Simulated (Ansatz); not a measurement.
Read the following structure.

```xyz
8
Lattice="4.4032 0.0000 0.0000 0.0000 4.4032 0.0000 0.0000 0.0000 4.4032" Properties=species:S:1:pos:R:3 pbc="T T T"
Al    0.0000    0.0000    0.0000
N     1.1008    3.3024    1.1008
Al    0.0000    2.2016    2.2016
N     1.1008    1.1008    3.3024
Al    2.2016    0.0000    2.2016
N     3.3024    3.3024    3.3024
Al    2.2016    2.2016    0.0000
N     3.3024    1.1008    1.1008
```

> Characterise the structure given above.

The material is AlN. The atoms follow space group F-43m (No. 216); the Bravais lattice is face-centred cubic. Among the common structure types it is zinc blende (sphalerite type). The cell comprises 4 formula units: 4 Al, 4 N. The Al atoms are each bonded to four N in a tetrahedral arrangement at 1.91 Å. The N atoms are each bonded to four Al in a tetrahedral arrangement at 1.91 Å. The bonds build a three-dimensional framework.

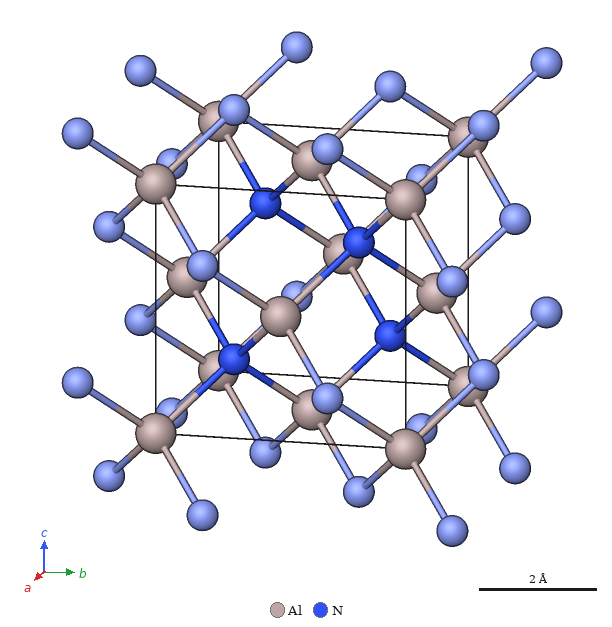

Shown here is a ball-and-stick view of the crystal, taken slightly off an axis. The conventional unit cell is outlined; an atom on or near a face, edge or corner is repeated at each equivalent position. The bonded neighbours beyond the faces are included, in fainter colours. Colours: aluminium light grey, nitrogen blue.

The model was built from a structure listed in the Materials Project. Earlier steps of the study may have refined or changed the cell and positions. It went into a calculation with Ansatz.
